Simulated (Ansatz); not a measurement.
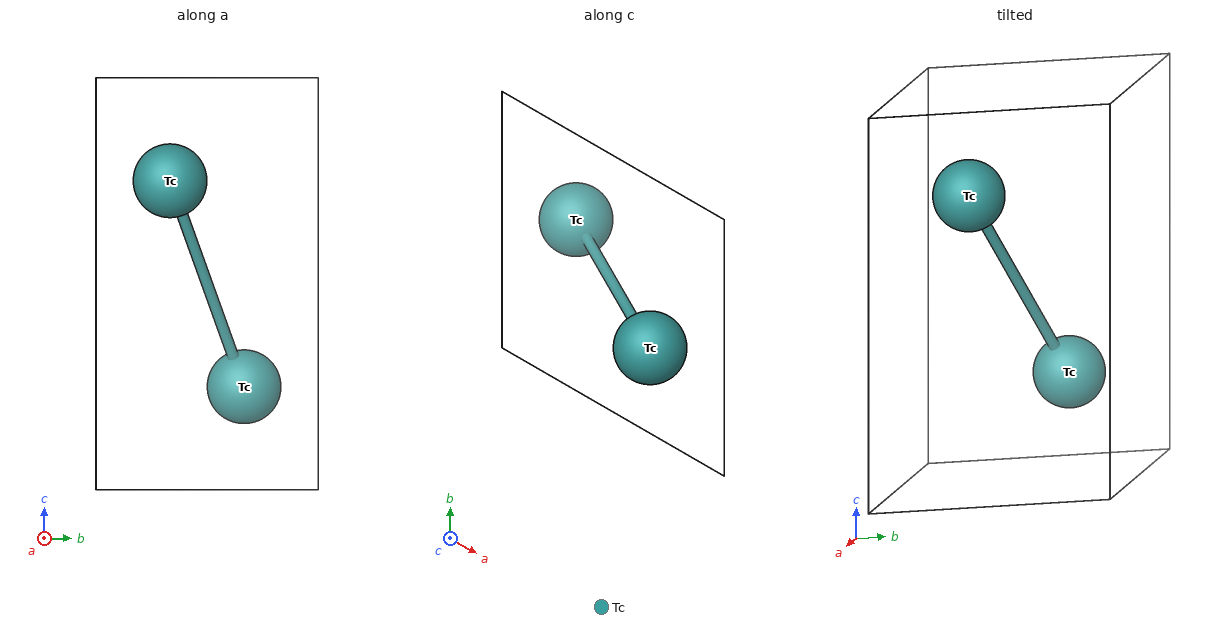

An orthographic ball-and-stick view of the structure, along the a axis, along the c axis and slightly off an axis. One conventional unit cell is framed, with atoms on its boundary repeated.

Give a description of the structure.

- The element is technetium.
- Its lattice is primitive hexagonal, its space group P6_3/mmc (No. 194).
- In terms of structure types, this is hexagonal close-packed (Mg type).
- The cell holds two atoms.
- Each Tc is bonded to twelve Tc in an anticuboctahedral arrangement.
- The bonds build a three-dimensional framework.

Starting structure: a structure listed in the Materials Project. The cell was then strained or its atoms displaced on purpose. It was run through Ansatz as a DFT input.

At this level of theory the cell isn't at rest (compressed, at 18 GPa), so its distances can differ from those at equilibrium, the more so the softer the solid.
